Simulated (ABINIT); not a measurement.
**Rpa calculation, with input and output: GaN (part 4 of 4)**

The same run, continued: GaN (4 atoms in the cell); Kohn-Sham DFT of a periodic cell, PBE, PseudoDojo NC SR PBE v0.4.1 standard, RPA, no spin polarisation (ABINIT 10.8.3); cutoff 979.61 eV, 5×5×2 k-mesh, fixed occupations. The structure derives from an entry of the Crystallography Open Database.

Geometry of the input (Å; fractional positions):
```
3.1800  0.0000  0.0000
-1.5900  2.7540  0.0000
0.0000  0.0000  5.1660
Ga 0.6667  0.3333  0.5000
Ga 0.3333  0.6667  0.0000
N  0.6667  0.3333  0.8750
N  0.3333  0.6667  0.3750
```

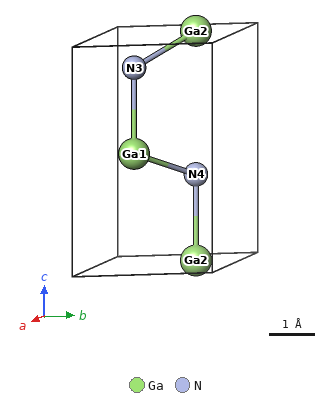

The input geometry (ball-and-stick view of the cell of the calculation, seen slightly off an axis; atoms are numbered from 1 in the order of the input).

## The program's output, continued
```
     1)     0.00000000E+00  0.00000000E+00  0.00000000E+00       0.02000
     2)     2.00000000E-01  0.00000000E+00  0.00000000E+00       0.12000
     3)     4.00000000E-01  0.00000000E+00  0.00000000E+00       0.12000
     4)     2.00000000E-01  2.00000000E-01  0.00000000E+00       0.12000
     5)     4.00000000E-01  2.00000000E-01  0.00000000E+00       0.12000
     6)     0.00000000E+00  0.00000000E+00  5.00000000E-01       0.02000
     7)     2.00000000E-01  0.00000000E+00  5.00000000E-01       0.12000
     8)     4.00000000E-01  0.00000000E+00  5.00000000E-01       0.12000
     9)     2.00000000E-01  2.00000000E-01  5.00000000E-01       0.12000
    10)     4.00000000E-01  2.00000000E-01  5.00000000E-01       0.12000

 Together with 12 symmetry operations and time-reversal symmetry
 yields    50 points in the full Brillouin Zone.

 ==== Q-mesh for the screening function ====
 Number of points in the irreducible wedge :    10
 Reduced coordinates and weights :

     1)     0.00000000E+00  0.00000000E+00  0.00000000E+00       0.02000
     2)     2.00000000E-01  0.00000000E+00  0.00000000E+00       0.12000
     3)     4.00000000E-01  0.00000000E+00  0.00000000E+00       0.12000
     4)     2.00000000E-01  2.00000000E-01  0.00000000E+00       0.12000
     5)     4.00000000E-01  2.00000000E-01  0.00000000E+00       0.12000
     6)     0.00000000E+00  0.00000000E+00  5.00000000E-01       0.02000
     7)     2.00000000E-01  0.00000000E+00  5.00000000E-01       0.12000
     8)     4.00000000E-01  0.00000000E+00  5.00000000E-01       0.12000
     9)     2.00000000E-01  2.00000000E-01  5.00000000E-01       0.12000
    10)     4.00000000E-01  2.00000000E-01  5.00000000E-01       0.12000

 Together with 12 symmetry operations and time-reversal symmetry
 yields    50 points in the full Brillouin Zone.

 setmesh: FFT mesh size selected  =    20x   20x   36
          total number of points  =        14400

 vcoul_init : cutoff-mode = AUXILIARY_FUNCTION
 q-points for optical limit:   1
     1)      0.000010    0.000020    0.000030

 Number of electrons calculated from density =   35.9310; Expected =   36.0000
 average of density, n =  0.117688
 r_s =    1.2659
 omega_plasma =   33.0919 [eV]

 calculating chi0 at frequencies [eV] :
  1    0.000000E+00    0.000000E+00
  2    0.000000E+00    1.343289E+03
  3    0.000000E+00    2.404413E+02
  4    0.000000E+00    8.749144E+01
  5    0.000000E+00    3.943701E+01
  6    0.000000E+00    1.877575E+01
  7    0.000000E+00    8.463223E+00
  8    0.000000E+00    3.079585E+00
  9    0.000000E+00    5.512287E-01

--------------------------------------------------------------------------------
  q-point number  1        q = ( 0.000000, 0.000000, 0.000000) [r.l.u.]
--------------------------------------------------------------------------------
 For q-point:  0.000010 0.000020 0.000030
  dielectric constant =   6.7379
  dielectric constant without local fields =   7.2568

  Average fulfillment of the sum rule on Im[epsilon] for q-point    1 :     83.44  [%]
--------------------------------------------------------------------------------
  q-point number  2        q = ( 0.200000, 0.000000, 0.000000) [r.l.u.]
--------------------------------------------------------------------------------
  Average fulfillment of the sum rule on Im[epsilon] for q-point    2 :     98.74  [%]

--------------------------------------------------------------------------------
  q-point number  3        q = ( 0.400000, 0.000000, 0.000000) [r.l.u.]
--------------------------------------------------------------------------------
  Average fulfillment of the sum rule on Im[epsilon] for q-point    3 :     88.95  [%]

--------------------------------------------------------------------------------
  q-point number  4        q = ( 0.200000, 0.200000, 0.000000) [r.l.u.]
--------------------------------------------------------------------------------
  Average fulfillment of the sum rule on Im[epsilon] for q-point    4 :     90.56  [%]

--------------------------------------------------------------------------------
  q-point number  5        q = ( 0.400000, 0.200000, 0.000000) [r.l.u.]
--------------------------------------------------------------------------------
  Average fulfillment of the sum rule on Im[epsilon] for q-point    5 :     87.37  [%]

--------------------------------------------------------------------------------
  q-point number  6        q = ( 0.000000, 0.000000, 0.500000) [r.l.u.]
--------------------------------------------------------------------------------
  Average fulfillment of the sum rule on Im[epsilon] for q-point    6 :     98.16  [%]

--------------------------------------------------------------------------------
  q-point number  7        q = ( 0.200000, 0.000000, 0.500000) [r.l.u.]
--------------------------------------------------------------------------------
  Average fulfillment of the sum rule on Im[epsilon] for q-point    7 :     94.17  [%]

--------------------------------------------------------------------------------
  q-point number  8        q = ( 0.400000, 0.000000, 0.500000) [r.l.u.]
--------------------------------------------------------------------------------
  Average fulfillment of the sum rule on Im[epsilon] for q-point    8 :     88.41  [%]

--------------------------------------------------------------------------------
  q-point number  9        q = ( 0.200000, 0.200000, 0.500000) [r.l.u.]
--------------------------------------------------------------------------------
  Average fulfillment of the sum rule on Im[epsilon] for q-point    9 :     89.58  [%]

--------------------------------------------------------------------------------
  q-point number 10        q = ( 0.400000, 0.200000, 0.500000) [r.l.u.]
--------------------------------------------------------------------------------
  Average fulfillment of the sum rule on Im[epsilon] for q-point   10 :     87.14  [%]

== END DATASET(S) ==============================================================
================================================================================

 -outvars: echo values of variables after computation  --------
            acell      6.0093290804E+00  6.0093290804E+00  9.7623251664E+00 Bohr
           etotal1    -1.7375765221E+02
           etotal3     0.0000000000E+00
           etotal4     0.0000000000E+00
           etotal5     0.0000000000E+00
            fcart1    -8.9615502401E-29 -5.1739534434E-29 -2.6317488220E-03
                      -8.9615502401E-29 -5.1739534434E-29 -2.6317488220E-03
                       2.6884650720E-28  1.5521860330E-28  2.6317488220E-03
                      -8.9615502401E-29 -5.1739534434E-29  2.6317488220E-03
            fcart3     0.0000000000E+00  0.0000000000E+00  0.0000000000E+00
                       0.0000000000E+00  0.0000000000E+00  0.0000000000E+00
                       0.0000000000E+00  0.0000000000E+00  0.0000000000E+00
                       0.0000000000E+00  0.0000000000E+00  0.0000000000E+00
            fcart4     0.0000000000E+00  0.0000000000E+00  0.0000000000E+00
                       0.0000000000E+00  0.0000000000E+00  0.0000000000E+00
                       0.0000000000E+00  0.0000000000E+00  0.0000000000E+00
                       0.0000000000E+00  0.0000000000E+00  0.0000000000E+00
            fcart5     0.0000000000E+00  0.0000000000E+00  0.0000000000E+00
                       0.0000000000E+00  0.0000000000E+00  0.0000000000E+00
                       0.0000000000E+00  0.0000000000E+00  0.0000000000E+00
                       0.0000000000E+00  0.0000000000E+00  0.0000000000E+00
            rprim      1.0000000000E+00  0.0000000000E+00  0.0000000000E+00
                      -5.0000000000E-01  8.6602540380E-01  0.0000000000E+00
                       0.0000000000E+00  0.0000000000E+00  1.0000000000E+00
           strten1    -1.5782481599E-04 -1.5782481681E-04 -2.2835585816E-04
                       0.0000000000E+00  0.0000000000E+00  0.0000000000E+00
           strten3     0.0000000000E+00  0.0000000000E+00  0.0000000000E+00
                       0.0000000000E+00  0.0000000000E+00  0.0000000000E+00
           strten4     0.0000000000E+00  0.0000000000E+00  0.0000000000E+00
                       0.0000000000E+00  0.0000000000E+00  0.0000000000E+00
           strten5     0.0000000000E+00  0.0000000000E+00  0.0000000000E+00
                       0.0000000000E+00  0.0000000000E+00  0.0000000000E+00
           xangst      1.5900000000E+00  9.1798692803E-01  2.5830000000E+00
                       1.9492142795E-17  1.8359738561E+00  0.0000000000E+00
                       1.5900000000E+00  9.1798692803E-01  4.5202500000E+00
                       1.9492142795E-17  1.8359738561E+00  1.9372500000E+00
             xred      6.6666666667E-01  3.3333333333E-01  5.0000000000E-01
                       3.3333333333E-01  6.6666666667E-01  0.0000000000E+00
                       6.6666666667E-01  3.3333333333E-01  8.7500000000E-01
                       3.3333333333E-01  6.6666666667E-01  3.7500000000E-01
 Calculation completed.
```
